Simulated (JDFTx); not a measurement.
**Geometry relaxation, with input and output: BiS (part 1 of 2)**

System: BiS (Pm-3m, 2 atoms in the cell).
Method: Kohn-Sham DFT of a periodic cell, PBE, PseudoDojo-SR-PBE-0.5-standard + PseudoDojo-SR-PBE-0.4.1-standard, no spin polarisation (JDFTx 1.7.0 (patched build)).

The structure was made by swapping elements on the sites of another compound; it need not be a known phase.

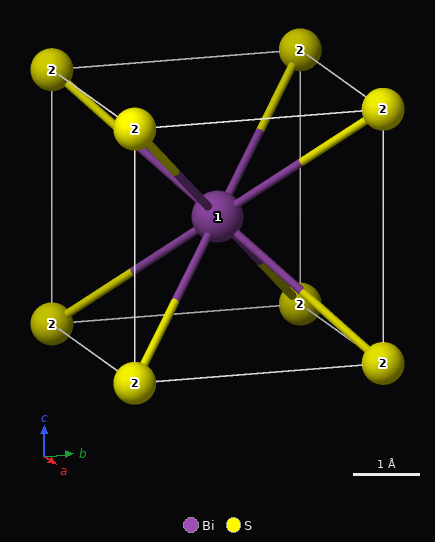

*The input geometry (ball-and-stick view of the cell of the calculation, seen slightly off an axis; atoms are numbered from 1 in the order of the input). An atom can appear more than once, as a periodic image.*

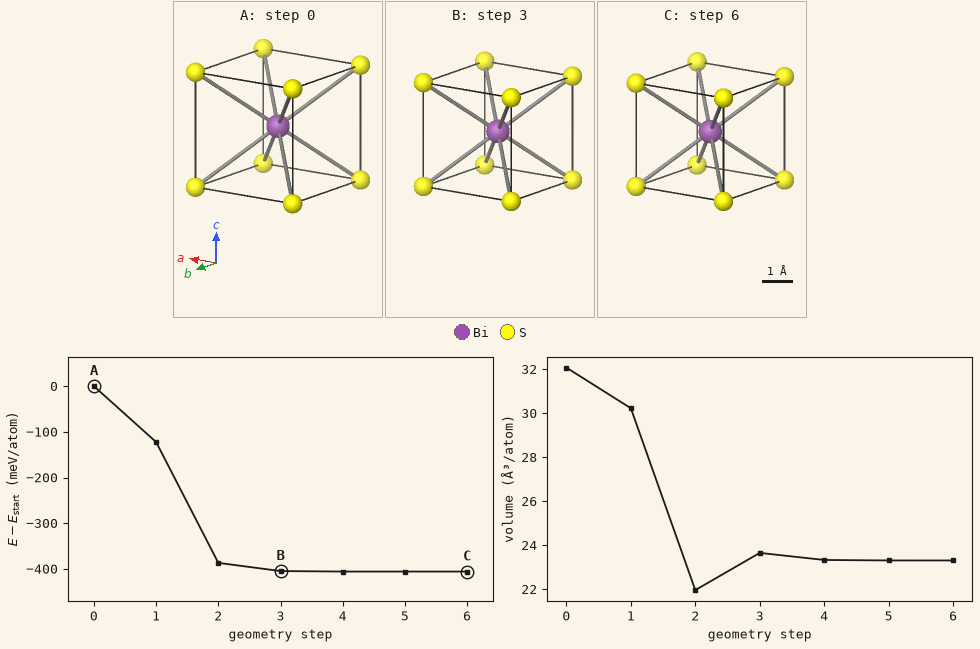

*Frames of the relaxation (ball-and-stick view of the cell of the calculation, seen at an oblique angle) above the curves, on which the letters mark them (steps are counted from 0).*

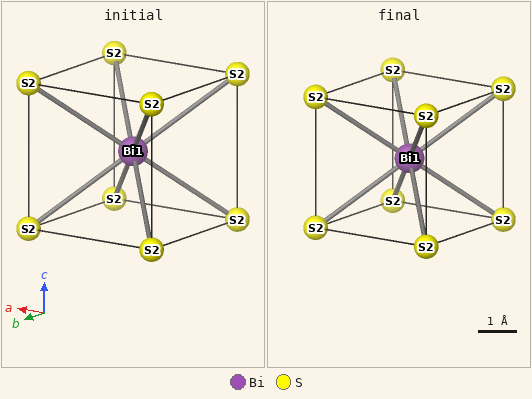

*Before (left) and after (right) the relaxation, at one scale (ball-and-stick view of the cell of the calculation, seen at an oblique angle).*

Over 6 geometry steps the energy falls by 406 meV per atom. All forces vanish by symmetry, so only the cell relaxes. No atom moves by more than 0.005 Å relative to the cell. The volume changes by −27.3 %, with a = b = c 4.003 → 3.599 Å (−10.1 %). Distances before and after: Bi1–S2 3.467 → 3.117 Å. The space group stays Pm-3m (No. 221). (Atoms are counted from 1 in the order of the input.)

The input and output of the run follow.

The input:
```
include BiS.lattice
coords-type Lattice
include BiS.ionpos

ion-species pseudo/Bi.upf
ion-species pseudo/S.upf
elec-cutoff 33 264
elec-ex-corr gga-PBE
kpoint-folding 7 7 7
elec-smearing Fermi 0.0018374661
elec-n-bands 17
electronic-SCF nIterations 100 energyDiffThreshold 1e-09
electronic-minimize nIterations 30 energyDiffThreshold 1e-7
forces-output-coords Cartesian
lattice-minimize nIterations 40 energyDiffThreshold 1e-6

dump-name run.$VAR
dump End Ecomponents EigStats BandEigs Kpoints Forces Stress ElecDensity Dtot KEdensity
```

File BiS.lattice:
```
lattice \
    7.5644684947     0.0000000000     0.0000000000 \
    0.0000000000     7.5644684947     0.0000000000 \
    0.0000000000     0.0000000000     7.5644684947
```

File BiS.ionpos:
```
ion Bi     0.5000000000     0.5000000000     0.5000000000 1
ion S      0.0000000000     0.0000000000     0.0000000000 1
```

Run as:
```bash
jdftx -c 1 -i BiS.in -o BiS.out
```

What the program printed:
```
*************** JDFTx 1.7.0 (patched build) ***************

Input parsed successfully to the following command list (including defaults):
[... the input with its defaults ...]

---------- Setting up symmetries ----------

Found 48 point-group symmetries of the bravais lattice
Found 48 space-group symmetries with basis
Applied RMS atom displacement 0 bohrs to make symmetries exact.

---------- Initializing the Grid ----------
R =
[      7.56447            0            0  ]
[            0      7.56447            0  ]
[            0            0      7.56447  ]
unit cell volume = 432.848
G =
[   0.830618          0          0  ]
[          0   0.830618          0  ]
[          0          0   0.830618  ]
Minimum fftbox size, Smin = [  56  56  56  ]
Chosen fftbox size, S = [  56  56  56  ]

---------- Initializing tighter grid for wavefunction operations ----------
R =
[      7.56447            0            0  ]
[            0      7.56447            0  ]
[            0            0      7.56447  ]
unit cell volume = 432.848
G =
[   0.830618          0          0  ]
[          0   0.830618          0  ]
[          0          0   0.830618  ]
Minimum fftbox size, Smin = [  40  40  40  ]
Chosen fftbox size, S = [  40  40  40  ]

---------- Exchange Correlation functional ----------
Initalized PBE GGA exchange.
Initalized PBE GGA correlation.

---------- Setting up pseudopotentials ----------
Width of ionic core gaussian charges (only for fluid interactions / plotting) set to 0

Reading pseudopotential file 'pseudo/Bi.upf':
  'Bi' pseudopotential, 'PBE' functional
  Generated using ONCVPSP code by D. R. Hamann
  15 valence electrons, 3 orbitals, 6 projectors, 1001 radial grid points, with lMax = 2
    5D    l: 2   occupation: 10.0   eigenvalue: -0.995255
    6S    l: 0   occupation:  2.0   eigenvalue: -0.532019
    6P    l: 1   occupation:  3.0   eigenvalue: -0.167981
  Core radius for overlap checks: 2.36 bohrs.

Reading pseudopotential file 'pseudo/S.upf':
  'S' pseudopotential, 'PBE' functional
  Generated using ONCVPSP code by D. R. Hamann
  6 valence electrons, 2 orbitals, 6 projectors, 1001 radial grid points, with lMax = 2
    3S    l: 0   occupation:  2.0   eigenvalue: -0.634163
    3P    l: 1   occupation:  4.0   eigenvalue: -0.257567
  Core radius for overlap checks: 1.43 bohrs.

Initialized 2 species with 2 total atoms.

Folded 1 k-points by 7x7x7 to 343 k-points.

---------- Setting up k-points, bands, fillings ----------
Reduced to 20 k-points under symmetry.
Computing the number of bands and number of electrons
Calculating initial fillings.
nElectrons:  21.000000   nBands: 17   nStates: 20

----- Setting up reduced wavefunction bases (one per k-point) -----
average nbasis = 3918.440 , ideal nbasis = 3919.225

---------- Setting up ewald sum ----------
Optimum gaussian width for ewald sums = 2.688542 bohr.
Real space sum over 1331 unit cells with max indices [  5  5  5  ]
Reciprocal space sum over 2197 terms with max indices [  6  6  6  ]

---------- Allocating electronic variables ----------
Initializing wave functions:  linear combination of atomic orbitals
Note: number of bands (17) exceeds available atomic orbitals (13)
Bi pseudo-atom occupations:   s ( 2 )  p ( 3 )  d ( 10 )
S pseudo-atom occupations:   s ( 2 )  p ( 4 )
	FillingsUpdate:  mu: +0.327114496  nElectrons: 21.000000
LCAOMinimize: Iter:   0  F: -81.4515838492207109  |grad|_K:  9.105e-03  alpha:  1.000e+00
	FillingsUpdate:  mu: +0.277223517  nElectrons: 21.000000
LCAOMinimize: Iter:   1  F: -81.5208308564304502  |grad|_K:  5.016e-03  alpha:  1.649e-01  linmin: -2.727e-01  cgtest:  8.477e-01
LCAOMinimize: Encountered beta<0, resetting CG.
[... 15 lines of inner loops ...]
LCAOMinimize: 	Predicted alpha/alphaT>3.000000, increasing alphaT to 7.738614e-01.
	FillingsUpdate:  mu: +0.260223321  nElectrons: 21.000000
LCAOMinimize: Iter:   7  F: -81.5416854407586698  |grad|_K:  6.667e-08  alpha:  9.736e-01  linmin:  8.013e-04  cgtest: -3.545e-02
LCAOMinimize: Converged (|Delta F|<1.000000e-06 for 2 iters).

--------- Lattice Minimization ---------

-------- Electronic minimization -----------
Will mix electronic density at each iteration.
	FillingsUpdate:  mu: +0.260223321  nElectrons: 21.000000
	FillingsUpdate:  mu: +0.252782218  nElectrons: 21.000000
SCF: Cycle:  0   F: -81.564842195183189   dF: -2.316e-02   |Residual|: 3.892e-02   |deigs|: 1.120e-01
	FillingsUpdate:  mu: +0.251294855  nElectrons: 21.000000
SCF: Cycle:  1   F: -81.569065537569628   dF: -4.223e-03   |Residual|: 1.074e-02   |deigs|: 8.945e-03
	FillingsUpdate:  mu: +0.251152045  nElectrons: 21.000000
SCF: Cycle:  2   F: -81.569336664732631   dF: -2.711e-04   |Residual|: 5.732e-03   |deigs|: 1.352e-03
	FillingsUpdate:  mu: +0.250750135  nElectrons: 21.000000
SCF: Cycle:  3   F: -81.569352197355443   dF: -1.553e-05   |Residual|: 1.115e-03   |deigs|: 5.566e-04
	FillingsUpdate:  mu: +0.250682950  nElectrons: 21.000000
SCF: Cycle:  4   F: -81.569353735064624   dF: -1.538e-06   |Residual|: 3.206e-04   |deigs|: 2.266e-04
	FillingsUpdate:  mu: +0.250683504  nElectrons: 21.000000
SCF: Cycle:  5   F: -81.569354383202466   dF: -6.481e-07   |Residual|: 9.162e-05   |deigs|: 1.062e-04
	FillingsUpdate:  mu: +0.250683303  nElectrons: 21.000000
SCF: Cycle:  6   F: -81.569354496128270   dF: -1.129e-07   |Residual|: 2.500e-05   |deigs|: 3.949e-05
	FillingsUpdate:  mu: +0.250683477  nElectrons: 21.000000
SCF: Cycle:  7   F: -81.569354554055366   dF: -5.793e-08   |Residual|: 1.222e-05   |deigs|: 5.760e-05
	FillingsUpdate:  mu: +0.250684093  nElectrons: 21.000000
SCF: Cycle:  8   F: -81.569354565354175   dF: -1.130e-08   |Residual|: 8.580e-06   |deigs|: 2.404e-05
	FillingsUpdate:  mu: +0.250683813  nElectrons: 21.000000
SCF: Cycle:  9   F: -81.569354571238293   dF: -5.884e-09   |Residual|: 2.331e-06   |deigs|: 4.597e-05
	FillingsUpdate:  mu: +0.250683781  nElectrons: 21.000000
SCF: Cycle: 10   F: -81.569354572327796   dF: -1.090e-09   |Residual|: 1.480e-06   |deigs|: 2.865e-05
	FillingsUpdate:  mu: +0.250683747  nElectrons: 21.000000
SCF: Cycle: 11   F: -81.569354572970184   dF: -6.424e-10   |Residual|: 2.372e-07   |deigs|: 6.720e-05
	FillingsUpdate:  mu: +0.250683753  nElectrons: 21.000000
SCF: Cycle: 12   F: -81.569354573111283   dF: -1.411e-10   |Residual|: 1.599e-07   |deigs|: 7.375e-05
SCF: Converged (|Delta E|<1.000000e-09 for 2 iters).

Setting wave functions to eigenvectors of Hamiltonian
# Lattice vectors:
R =
[      7.56447            0            0  ]
[            0      7.56447            0  ]
[            0            0      7.56447  ]
unit cell volume = 432.848

# Strain tensor in Cartesian coordinates:
[            0            0            0  ]
[            0            0            0  ]
[            0            0            0  ]

# Stress tensor in Cartesian coordinates [Eh/a0^3]:
[  0.000371409            0            0  ]
[            0  0.000371409            0  ]
[            0            0  0.000371409  ]

# Ionic positions in lattice coordinates:
ion Bi   0.500000000000000   0.500000000000000   0.500000000000000 1
ion S   0.000000000000000   0.000000000000000   0.000000000000000 1

# Forces in Cartesian coordinates:
force Bi  -0.000000000000000  -0.000000000000000   0.000000000000000 1
force S  -0.000000000000000   0.000000000000000  -0.000000000000000 1

# Energy components:
   Eewald =      -58.4894442596646158
       EH =       19.5345529947500012
     Eloc =      -58.2937108787182154
      Enl =      -13.9006370012438598
      Exc =      -24.6318503947892360
 Exc_core =       11.4525471874733054
       KE =       42.7595856728934720
-------------------------------------
     Etot =      -81.5689566792991627
       TS =        0.0003978938121202
-------------------------------------
        F =      -81.5693545731112835

LatticeMinimize: Iter:   0  F: -81.569354573111283  |grad|_K:  3.681e-02

#--- Lowdin population analysis ---
# oxidation-state Bi +0.536
# oxidation-state S -0.476

-------- Electronic minimization -----------
Will mix electronic density at each iteration.
	FillingsUpdate:  mu: +0.250683753  nElectrons: 21.000000
	FillingsUpdate:  mu: +0.254751421  nElectrons: 21.000000
SCF: Cycle:  0   F: -81.570694994223913   dF: -1.261e-05   |Residual|: 1.164e-03   |deigs|: 6.863e-05
	FillingsUpdate:  mu: +0.254753007  nElectrons: 21.000000
SCF: Cycle:  1   F: -81.570701107808858   dF: -6.114e-06   |Residual|: 3.337e-04   |deigs|: 2.798e-04
	FillingsUpdate:  mu: +0.254735881  nElectrons: 21.000000
SCF: Cycle:  2   F: -81.570701305251077   dF: -1.974e-07   |Residual|: 1.156e-04   |deigs|: 5.272e-05
	FillingsUpdate:  mu: +0.254722246  nElectrons: 21.000000
SCF: Cycle:  3   F: -81.570701324129757   dF: -1.888e-08   |Residual|: 3.738e-05   |deigs|: 5.177e-05
	FillingsUpdate:  mu: +0.254718851  nElectrons: 21.000000
SCF: Cycle:  4   F: -81.570701325957231   dF: -1.827e-09   |Residual|: 1.377e-05   |deigs|: 3.308e-05
	FillingsUpdate:  mu: +0.254717379  nElectrons: 21.000000
SCF: Cycle:  5   F: -81.570701326317689   dF: -3.605e-10   |Residual|: 3.180e-06   |deigs|: 3.222e-05
	FillingsUpdate:  mu: +0.254717602  nElectrons: 21.000000
SCF: Cycle:  6   F: -81.570701326426885   dF: -1.092e-10   |Residual|: 7.917e-07   |deigs|: 3.576e-05
SCF: Converged (|Delta E|<1.000000e-09 for 2 iters).

Setting wave functions to eigenvectors of Hamiltonian
LatticeMinimize: 	Wolfe criterion not satisfied: alpha: 1  (E-E0)/|gdotd0|: -0.993911  gdotd/gdotd0: 0.98492 (taking cubic step)

-------- Electronic minimization -----------
Will mix electronic density at each iteration.
	FillingsUpdate:  mu: +0.254717602  nElectrons: 21.000000
	FillingsUpdate:  mu: +0.262964639  nElectrons: 21.000000
SCF: Cycle:  0   F: -81.573311301497910   dF: -5.436e-05   |Residual|: 2.267e-03   |deigs|: 1.190e-04
	FillingsUpdate:  mu: +0.262959254  nElectrons: 21.000000
SCF: Cycle:  1   F: -81.573334141210637   dF: -2.284e-05   |Residual|: 6.322e-04   |deigs|: 5.487e-04
	FillingsUpdate:  mu: +0.262926511  nElectrons: 21.000000
SCF: Cycle:  2   F: -81.573334791600359   dF: -6.504e-07   |Residual|: 2.262e-04   |deigs|: 9.742e-05
	FillingsUpdate:  mu: +0.262900483  nElectrons: 21.000000
SCF: Cycle:  3   F: -81.573334856375141   dF: -6.477e-08   |Residual|: 7.634e-05   |deigs|: 9.137e-05
	FillingsUpdate:  mu: +0.262892405  nElectrons: 21.000000
SCF: Cycle:  4   F: -81.573334863064204   dF: -6.689e-09   |Residual|: 2.525e-05   |deigs|: 5.248e-05
	FillingsUpdate:  mu: +0.262890318  nElectrons: 21.000000
SCF: Cycle:  5   F: -81.573334864188539   dF: -1.124e-09   |Residual|: 6.047e-06   |deigs|: 5.317e-05
	FillingsUpdate:  mu: +0.262890577  nElectrons: 21.000000
SCF: Cycle:  6   F: -81.573334864540527   dF: -3.520e-10   |Residual|: 1.516e-06   |deigs|: 1.514e-04
	FillingsUpdate:  mu: +0.262890566  nElectrons: 21.000000
SCF: Cycle:  7   F: -81.573334864616427   dF: -7.590e-11   |Residual|: 1.072e-06   |deigs|: 7.207e-05
SCF: Converged (|Delta E|<1.000000e-09 for 2 iters).

Setting wave functions to eigenvectors of Hamiltonian
LatticeMinimize: 	Wolfe criterion not satisfied: alpha: 3  (E-E0)/|gdotd0|: -2.93748  gdotd/gdotd0: 0.953227 (taking cubic step)

-------- Electronic minimization -----------
Will mix electronic density at each iteration.
	FillingsUpdate:  mu: +0.262890566  nElectrons: 21.000000
	FillingsUpdate:  mu: +0.279800896  nElectrons: 21.000000
SCF: Cycle:  0   F: -81.578263180629577   dF: -2.420e-04   |Residual|: 4.321e-03   |deigs|: 1.976e-04
	FillingsUpdate:  mu: +0.279753491  nElectrons: 21.000000
SCF: Cycle:  1   F: -81.578342969055115   dF: -7.979e-05   |Residual|: 1.159e-03   |deigs|: 1.063e-03
	FillingsUpdate:  mu: +0.279692667  nElectrons: 21.000000
SCF: Cycle:  2   F: -81.578344783169072   dF: -1.814e-06   |Residual|: 4.346e-04   |deigs|: 1.737e-04
	FillingsUpdate:  mu: +0.279644601  nElectrons: 21.000000
SCF: Cycle:  3   F: -81.578344999071049   dF: -2.159e-07   |Residual|: 1.527e-04   |deigs|: 1.436e-04
	FillingsUpdate:  mu: +0.279625896  nElectrons: 21.000000
SCF: Cycle:  4   F: -81.578345022935025   dF: -2.386e-08   |Residual|: 4.814e-05   |deigs|: 4.813e-05
	FillingsUpdate:  mu: +0.279624023  nElectrons: 21.000000
SCF: Cycle:  5   F: -81.578345027396821   dF: -4.462e-09   |Residual|: 1.050e-05   |deigs|: 4.171e-05
	FillingsUpdate:  mu: +0.279624093  nElectrons: 21.000000
SCF: Cycle:  6   F: -81.578345028308945   dF: -9.121e-10   |Residual|: 3.050e-06   |deigs|: 3.996e-05
	FillingsUpdate:  mu: +0.279624176  nElectrons: 21.000000
SCF: Cycle:  7   F: -81.578345028583826   dF: -2.749e-10   |Residual|: 1.662e-06   |deigs|: 5.666e-05
SCF: Converged (|Delta E|<1.000000e-09 for 2 iters).

Setting wave functions to eigenvectors of Hamiltonian
# Lattice vectors:
R =
[      7.41654            0            0  ]
[            0      7.41654            0  ]
[            0            0      7.41654  ]
unit cell volume = 407.947

# Strain tensor in Cartesian coordinates:
[   -0.0195563            0            0  ]
[            0   -0.0195563            0  ]
[            0            0   -0.0195563  ]

# Stress tensor in Cartesian coordinates [Eh/a0^3]:
[   0.00034826            0            0  ]
[            0   0.00034826            0  ]
[            0            0   0.00034826  ]

# Ionic positions in lattice coordinates:
ion Bi   0.500000000000000   0.500000000000000   0.500000000000000 1
ion S   0.000000000000000   0.000000000000000   0.000000000000000 1

# Forces in Cartesian coordinates:
force Bi  -0.000000000000000   0.000000000000000  -0.000000000000000 1
force S  -0.000000000000000  -0.000000000000000   0.000000000000000 1

# Energy components:
   Eewald =      -59.6560948150825254
       EH =       18.9141421966475747
     Eloc =      -56.5330887629449421
      Enl =      -13.8970140454534565
      Exc =      -24.6553691625055613
 Exc_core =       11.4525465948095917
       KE =       42.7969291204300859
-------------------------------------
     Etot =      -81.5779488740992349
       TS =        0.0003961544845901
-------------------------------------
        F =      -81.5783450285838256

LatticeMinimize: Iter:   1  F: -81.578345028583826  |grad|_K:  3.253e-02  alpha:  7.000e+00  linmin: -1.000e+00

#--- Lowdin population analysis ---
# oxidation-state Bi +0.537
# oxidation-state S -0.472
```
